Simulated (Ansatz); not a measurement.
System: Al, space group Fm-3m (No. 225).

Structure:
```xyz
1
Lattice="0.0000 2.0248 2.0248 2.0248 0.0000 2.0248 2.0248 2.0248 0.0000" Properties=species:S:1:pos:R:3 pbc="T T T"
Al    0.0000    0.0000    0.0000
```

Computed with Ansatz 0.2.0: plane-wave DFT, no spin polarisation; energies at scaled volumes of the given cell, shape and fractions fixed, counted from the fit's minimum, third-order Birch-Murnaghan fit. Level: LDA.

- k mesh: 11×11×11
- occupations: Fermi–Dirac
- smearing width: 0.05 eV
- potentials: Ansatz PAW
- wave cutoff: 420 eV
- density cutoff: 1680 eV

Describe the result: the energy and pressure against volume. The volume takes the values 15.61, 15.94, 16.27, 16.60, 16.93, 17.27, 17.60 Å³/atom.

A third-order Birch–Murnaghan fit gives V0 = 15.83 Å³/atom, B0 = 85.4 GPa and B′ = 4.6. The energy is 0.85 meV/atom at volume 15.61 Å³/atom and 43.30 meV/atom at 17.60 Å³/atom; the lowest computed point is at volume 15.94 Å³/atom (0.21 meV/atom), in a single well. The pressure falls from 1.23 GPa at volume 15.61 Å³/atom to −7.09 GPa at 17.60 Å³/atom, and changes sign near 15.83 Å³/atom.

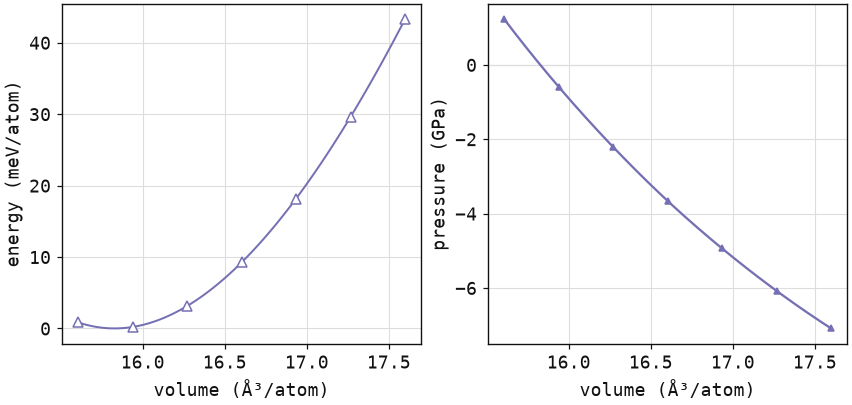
